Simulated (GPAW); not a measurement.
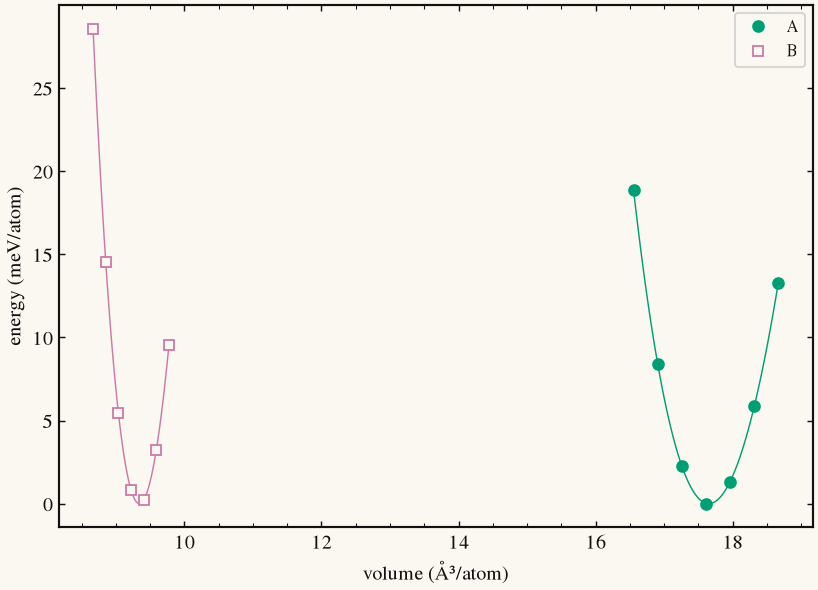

The figure compares two calculations of the energy against volume, each curve from its own zero. The first is for MgS, space group Fm-3m (No. 225).

The cell holds 2 atoms.

Calculation (GPAW 26.7.0): PAW DFT in plane waves, on a grid or in atomic orbitals, no spin polarisation; energies at scaled volumes of the given cell, shape and fractions fixed, counted from the fit's minimum, third-order Birch-Murnaghan fit. Level: r2SCAN.

| setting | value |
| --- | --- |
| k mesh | 9×9×9 |
| occupations | Fermi–Dirac |
| smearing width | 0.05 eV |
| potentials | GPAW PAW data sets (gpaw data 1.2.1) |
| wave cutoff | 800 eV |
| program settings | basis pw |

In the second, S is replaced by O on all its sites, which gives MgO in the same structure. The second calculation uses k mesh 11×11×11.

Which of A and B is the second calculation, and what did the change do?

Answer. B. The equilibrium volume falls from 17.65 to 9.34 Å³/atom (−47 %) and the bulk modulus rises from 79.9 to 165.4 GPa (+107 %).

V0 and the bulk modulus come from third-order Birch–Murnaghan fits.
